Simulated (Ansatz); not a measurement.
## Run report: Mg64O64, single-point calculation (part 2 of 2)

Mg64O64 (P1, 128 atoms in the cell); DFT, PBE0, PAW, plane waves (Ansatz 0.2.0); cutoff 420 eV, 1×1×1 k-mesh, Fermi–Dirac smearing of 0.01 eV. The structure was built on a prototype by a generator.

### Output, continued
```
--- Forces (eV/Å), atoms counted from 1 ---
  atom   1  O     -1.53059586    -2.82014484     0.52008126
  atom   2  O      0.10326243     0.12005949     0.44172642
  atom   3  O     -1.41103003     0.68909615    -3.19637785
  atom   4  O      1.79147929    -0.76334968     2.03911829
  atom   5  O      0.12536967    10.88269155    -2.11586690
  atom   6  O      3.14646664     0.84233751     1.44318233
  atom   7  O      3.27953424    -0.82351499     3.15804791
  atom   8  O      1.44571202     1.03833312     1.41650241
  atom   9  O      1.87562124     4.15920706    -0.51325026
  atom  10  O      0.97588299    -2.23924066     4.44481938
  atom  11  O     -2.18025400     0.38504902    -0.33765076
  atom  12  O     -7.32216704    -1.51907778    -0.44648536
  atom  13  O     -3.03958146     2.68099767     3.93296120
  atom  14  O     -3.79298788     0.93011900     0.56449707
  atom  15  O      1.10845999     3.30488430    -1.84596277
  atom  16  O      0.32301095    10.75447161    -0.06540352
  atom  17  O     -2.23400903    -0.24648892     0.87577442
  atom  18  O      1.74589492     3.27622317     1.28922681
  atom  19  O     -1.45716660    -0.36141149     1.80068112
  atom  20  O     -0.81615557     3.46327112     0.74983806
  atom  21  O     -2.70173223    -0.04603497    -4.47110290
  atom  22  O      2.06985337     0.37170397    -3.54934184
  atom  23  O      1.37809559     1.12656331     0.27117445
  atom  24  O     -5.71708738     2.04776571    -1.01307602
  atom  25  O      3.46898601    -1.60477886     1.60842554
  atom  26  O     -0.75530906     0.53586475     5.93283195
  atom  27  O      1.54534310    -3.73578721    -1.55587216
  atom  28  O     -1.51544467    -4.90748321     2.63429843
  atom  29  O     -0.60396030    -8.78680450     1.46852324
  atom  30  O     -0.23747431     0.23482707     0.65614269
  atom  31  O      0.27251181     0.07698456    -5.25236081
  atom  32  O     -2.13525742    -3.37775228    -1.06754039
  atom  33  O     -1.02956928    -0.22909039    -0.24159016
  atom  34  O      0.80996790    -1.08641010    -3.46524273
  atom  35  O      1.13846747     1.00837739    -1.19505328
  atom  36  O      0.73748055    -0.76029045     0.22042631
  atom  37  O      2.55078013    -1.51214732     0.93589580
  atom  38  O     -1.75226655     3.18218720    -1.01320869
  atom  39  O      0.15178914    -0.39740312    -1.62065588
  atom  40  O      5.93015641    -0.04320919    -2.21253636
  atom  41  O     -3.22856302    -0.29455522     0.47160153
  atom  42  O     -2.07059227    -1.03598021     4.30351799
  atom  43  O      1.06313814    -0.10652573    -0.83206551
  atom  44  O     -1.66779424    -0.18411856     0.23835981
  atom  45  O     -1.62817677     9.37805792    -0.08754647
  atom  46  O     -0.59601762     1.42025019    11.85821569
  atom  47  O      1.23270492     1.84561707    -0.53687633
  atom  48  O     -3.85720382     0.24436035    -0.29214731
  atom  49  O      0.03202465     0.06352136     0.80585856
  atom  50  O      1.96001135     0.57494369    -1.25879105
  atom  51  O      1.59672559    -1.66245248     3.45842213
  atom  52  O      1.65182167    -0.40327843     1.81186731
  atom  53  O      0.03335592    -0.82244515     0.20357869
  atom  54  O      3.50027898     1.08146291     0.90795381
  atom  55  O     -0.50759276    -0.84158574     0.40780256
  atom  56  O      0.69632868    -0.34344463    -1.60500690
  atom  57  O     -0.91634916     1.44439847    -2.17858194
  atom  58  O      0.17582073     0.76172476    -8.49044056
  atom  59  O      2.36933423    -2.94167824    -1.76764520
  atom  60  O     -1.15544686    -1.41050148    -2.51096428
  atom  61  O      0.88068850     0.05316225    -1.87019270
  atom  62  O      2.14903734     0.80915206    -0.10339092
  atom  63  O     -0.83648298     0.12414133    -5.10558729
  atom  64  O     -2.11545296     2.56616021    -2.13022333
  atom  65  Mg     1.75956326     5.36645239     1.34575932
  atom  66  Mg     2.55760156    -0.02189534     1.50490682
  atom  67  Mg     0.74542511     3.56388657    -2.50175531
  atom  68  Mg     3.23355856    -0.85471305    -3.48458706
  atom  69  Mg     1.55839666    -1.20767127     1.36247553
  atom  70  Mg     2.43701346    -2.53917779     0.02027049
  atom  71  Mg     4.07433639    -0.45429750     1.16732485
  atom  72  Mg     0.28466902    -3.37336121    -3.92193045
  atom  73  Mg     1.56844670     4.04621719     3.15400726
  atom  74  Mg    -1.84863885    -1.23226796    -1.31750595
  atom  75  Mg    -4.09522904     1.19277676    -0.21617893
  atom  76  Mg     1.29443334    -0.06880096     3.29848864
  atom  77  Mg     0.54563052     1.38704276    -4.83124556
  atom  78  Mg    -0.89676564     0.44204959    -0.35428667
  atom  79  Mg    -1.35664650     9.25349716    -6.49600635
  atom  80  Mg     5.78777956    -1.27443625     1.08922450
  atom  81  Mg     1.31890074    -3.09084389     1.20982122
  atom  82  Mg     0.14711437     4.02479692    -3.90336211
  atom  83  Mg     2.99599944     0.06339243     7.48107242
  atom  84  Mg     0.66299498     0.88694016    -2.69800358
  atom  85  Mg    -0.38138525    -0.25582162     2.71838680
  atom  86  Mg    -3.81297026     0.62973280    -0.47737191
  atom  87  Mg     0.75497264    -4.52678721    -0.13476791
  atom  88  Mg    -1.00380064   -11.23309337    -0.27579643
  atom  89  Mg    -3.34919392    -4.29504625    -2.60462342
  atom  90  Mg    -1.09600581    -1.51365185    -0.73518812
  atom  91  Mg    -0.13690445    -8.67214111     4.82064945
  atom  92  Mg    -1.84039485     0.62085343    -0.37626255
  atom  93  Mg    -0.92648274    -1.01770267     2.20501599
  atom  94  Mg     2.52344349     0.74698690    -2.87254761
  atom  95  Mg     3.68264207    -2.19143659     1.50080996
  atom  96  Mg     0.26965005    -1.27540539    -1.04830782
  atom  97  Mg    -0.94807854     0.74774206    -1.36777131
  atom  98  Mg    -0.88417183    -4.66074374     0.69736519
  atom  99  Mg     0.38066617     3.41532360    -1.86173374
  atom 100  Mg    -1.45208807    -0.47332247     0.44092891
  atom 101  Mg     0.09303252     2.33006364     0.11595141
  atom 102  Mg    -2.77907918     2.21490235    -3.79200073
  atom 103  Mg    -1.19371130    -0.24643506     2.43844045
  atom 104  Mg    -0.68223532    -1.29745923    -1.06790561
  atom 105  Mg     0.54093317    -1.36463197    -0.42029681
  atom 106  Mg    -4.45884740     1.91862139    -0.05039757
  atom 107  Mg    -0.30134704     1.42719959    -2.15194931
  atom 108  Mg    -0.42397053    -1.36985602    -0.00616536
  atom 109  Mg    -0.16625775     4.37715520     0.47479619
  atom 110  Mg     0.21939930    -2.07436576     2.60996027
  atom 111  Mg     4.50607008     1.65659843     0.41987845
  atom 112  Mg     1.77767692    -2.32475103    -0.37300879
  atom 113  Mg     0.34041055    -0.42537522     5.63476445
  atom 114  Mg     4.74801252    -2.59546271     0.64771656
  atom 115  Mg    -0.56833567     0.35650708     0.31823246
  atom 116  Mg     4.28289230     2.04087246     1.27554331
  atom 117  Mg     1.02982013     0.63417301     0.56219347
  atom 118  Mg    -0.00371446     0.04881045     0.09169049
  atom 119  Mg    -0.21115436     1.12490666    -0.24204457
  atom 120  Mg     2.33620830    -1.13565933     4.45959129
  atom 121  Mg    -1.15436674     0.95115535    -0.37721160
  atom 122  Mg    -4.70078963    -0.11171310    -0.73508315
  atom 123  Mg    -1.81234586    -1.93430189     2.54133294
  atom 124  Mg    -2.78473059    -0.52700451     3.26633403
  atom 125  Mg    -6.81020930     2.15163515    -4.95383160
  atom 126  Mg     0.46799793    -0.90043233     0.19152036
  atom 127  Mg    -0.75522238   -12.45409410     1.27110428
  atom 128  Mg    -0.59419111    -0.79670243    -1.60925852
  max |Σ_I F_I| component: 4.86e-4 eV/Å
--- Band table (eV) ---
  k-point 0: bands = ["-72.8898", "-72.2207", "-72.0142", "-71.7654", "-71.6432", "-71.5432", "-71.5181", "-71.4675", "-71.3960", "-71.3078", ... 430 levels left out ..., "5.1211", "5.1351", "5.1685", "5.1881", "5.2471", "5.2573", "5.2696", "5.2851", "5.3225", "5.3464", "5.3650", "5.3794", "5.4301", "5.4711", "5.5072", "5.5391", "5.5591", "5.5808", "5.6384", "5.6693", "5.7034", "5.7231", "5.7470", "5.7932", "5.8004", "5.8251", "5.8610", "5.8876", "5.9180",
      "5.9463", "6.0170", "6.0363", "6.0787", "6.1001", "6.1296", "6.1475", "6.1939", "6.2209", "6.2421", "6.2726", "6.2840", "6.3170", "6.3423", "6.3655", "6.4116", "6.4414", "6.4946", "6.5372", "6.5621", "6.6004", "6.6629", "6.6779", "6.6990", "6.7563", "6.7730", "6.8181", "6.8948", "6.9171", "6.9496", "6.9971", "7.0685", "7.1387", "7.1596", "7.1729", "7.2474", "7.2867", "7.3855", "7.4831", "7.6214",
      "7.6570", "7.7586", "7.9076", "12.6955", "13.7566", "14.2884", "14.4888", "14.6570", "14.8558", "14.9567", "15.1779", "15.2936", "15.5101", "15.5782", "15.8334", "15.9356", "16.0488", "16.1583", "16.2159", "16.2955", "16.4908", "16.5552", "16.6446", "16.7037", "16.7340", "16.8381", "16.9119", "17.0893", "17.1378", "17.2059", "17.3409", "17.3894", "17.4521", "17.5221", "17.5868", "17.6140", "17.7002", "17.7837", "17.8345", "17.9338",
      "17.9672", "18.0335", "18.0783", "18.1226", "18.1354", "18.1831", "18.2259", "18.3256", "18.3890", "18.4427", "18.4742", "18.5278", "18.5432", "18.6106", "18.6973", "18.7138", "18.7460", "18.8141", "18.8512", "18.9359", "19.0055", "19.0591", "19.0930", "19.1546", "19.2240", "19.2537", "19.3422", "19.3738", "19.4003", "19.4114", "19.4922", "19.5094", "19.5727", "19.5923", "19.6533", "19.7323", "19.7881", "19.8261", "19.9015", "19.9269",
      "20.0082", "20.0540", "20.1107", "20.1518", "20.1822", "20.2113", "20.2634", "20.3078", "20.3759", "20.3970", "20.4166", "20.5125", "20.5209", "20.5917", "20.6072", "20.6430", "20.7161", "20.7338", "20.7547", "20.8121", "20.8580", "20.9198", "20.9394", "21.0359", "21.0626", "21.1385", "21.1565", "21.2070", "21.2318", "21.2853", "21.3284", "21.3700", "21.4591", "21.4784", "21.5453", "21.5966", "21.6223", "21.6441", "21.6861", "21.7928",
      "21.8388", "21.8532", "21.8800", "21.9279", "21.9876", "22.0263", "22.0359", "22.0860", "22.1250", "22.1559", "22.2363"]
--- Löwdin populations: 128 sites ---
  site symbol       q [e]
     0      O      7.4241
     1      O      7.4131
     2      O      7.4231
     3      O      7.3612
     4      O      7.4484
     5      O      7.3942
     6      O      7.4154
     7      O      7.3937
     8      O      7.4069
     9      O      7.4096
    10      O      7.3800
    11      O      7.4127
    12      O      7.4182
    13      O      7.4308
    14      O      7.4170
    15      O      7.4219
    16      O      7.3964
    17      O      7.4206
    18      O      7.3996
    19      O      7.4070
    20      O      7.4295
    21      O      7.4017
    22      O      7.4206
    23      O      7.3755
    24      O      7.3783
    25      O      7.4457
    26      O      7.4227
    27      O      7.4313
    28      O      7.4350
    29      O      7.3763
    30      O      7.4187
    31      O      7.4215
    32      O      7.4101
    33      O      7.4158
    34      O      7.4141
    35      O      7.4329
    36      O      7.3979
    37      O      7.3873
    38      O      7.4163
    39      O      7.4175
    40      O      7.4109
    41      O      7.4169
    42      O      7.4161
    43      O      7.4210
    44      O      7.4539
    45      O      7.4190
    46      O      7.4117
    47      O      7.3847
    48      O      7.4193
    49      O      7.3949
    50      O      7.3694
    51      O      7.4059
    52      O      7.4200
    53      O      7.4220
    54      O      7.3984
    55      O      7.4191
    56      O      7.3675
    57      O      7.4375
    58      O      7.4331
    59      O      7.3992
    60      O      7.4316
    61      O      7.4473
    62      O      7.4242
    63      O      7.3976
    64     Mg      8.4330
    65     Mg      8.4402
    66     Mg      8.4273
    67     Mg      8.4515
    68     Mg      8.4348
    69     Mg      8.4347
    70     Mg      8.4547
    71     Mg      8.4218
    72     Mg      8.4322
    73     Mg      8.4553
    74     Mg      8.4450
    75     Mg      8.4465
    76     Mg      8.4593
    77     Mg      8.4561
    78     Mg      8.4044
    79     Mg      8.4409
    80     Mg      8.4263
    81     Mg      8.4617
    82     Mg      8.4234
    83     Mg      8.4478
    84     Mg      8.4261
    85     Mg      8.4670
    86     Mg      8.4287
    87     Mg      8.4275
    88     Mg      8.4334
    89     Mg      8.4726
    90     Mg      8.4083
    91     Mg      8.4392
    92     Mg      8.4681
    93     Mg      8.4656
    94     Mg      8.4458
    95     Mg      8.4392
    96     Mg      8.4349
    97     Mg      8.4446
    98     Mg      8.4288
    99     Mg      8.4365
   100     Mg      8.4772
   101     Mg      8.4430
   102     Mg      8.4249
   103     Mg      8.4686
   104     Mg      8.4395
   105     Mg      8.4268
   106     Mg      8.4453
   107     Mg      8.4236
   108     Mg      8.4568
   109     Mg      8.4910
   110     Mg      8.4421
   111     Mg      8.4329
   112     Mg      8.4240
   113     Mg      8.4405
   114     Mg      8.4423
   115     Mg      8.4449
   116     Mg      8.4487
   117     Mg      8.4414
   118     Mg      8.4452
   119     Mg      8.4365
   120     Mg      8.4538
   121     Mg      8.4435
   122     Mg      8.4384
   123     Mg      8.4628
   124     Mg      8.4356
   125     Mg      8.4552
   126     Mg      8.4136
   127     Mg      8.4469
  spilling = 0.009110 (of n_electrons = 1024.000000)
```

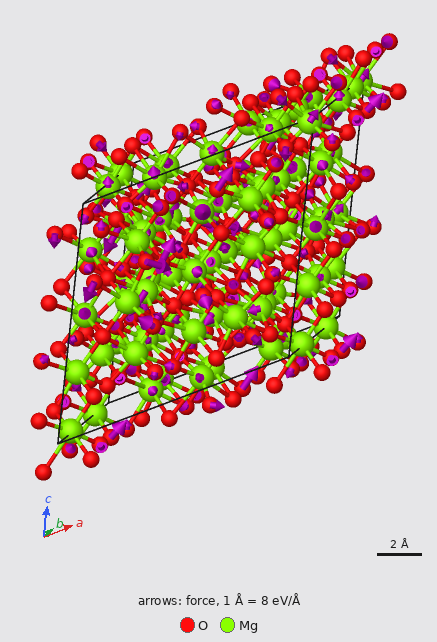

Fig. 1: Forces on the atoms as pink arrows (ball-and-stick view of the cell of the calculation, seen slightly off an axis; bonded neighbours outside the cell are drawn too); the smallest are left out. The largest act on Mg127 (12.54 eV/Å); O46 (11.96 eV/Å); Mg79 (11.39 eV/Å); Mg88 (11.28 eV/Å), among others. Atoms are counted from 1 in the order of the input and aren't labelled in the picture. 

### Results in brief

```tsv
quantity	value
outcome	converged
space group (tolerance 0.01 Å)	P1 (1)
electrons treated	1024
free energy	−159597.9297 eV
Fermi energy	10.302 eV
largest force (length of the vector)	12.542 eV/Å
hardware	7 threads of Arm Neoverse-V2, shared host
wall time	18 min (CPU time 1.7 h)
peak memory	12 GiB
```

### Remarks

The k-point mesh is coarse for a cell of this size, so the results may not be converged.
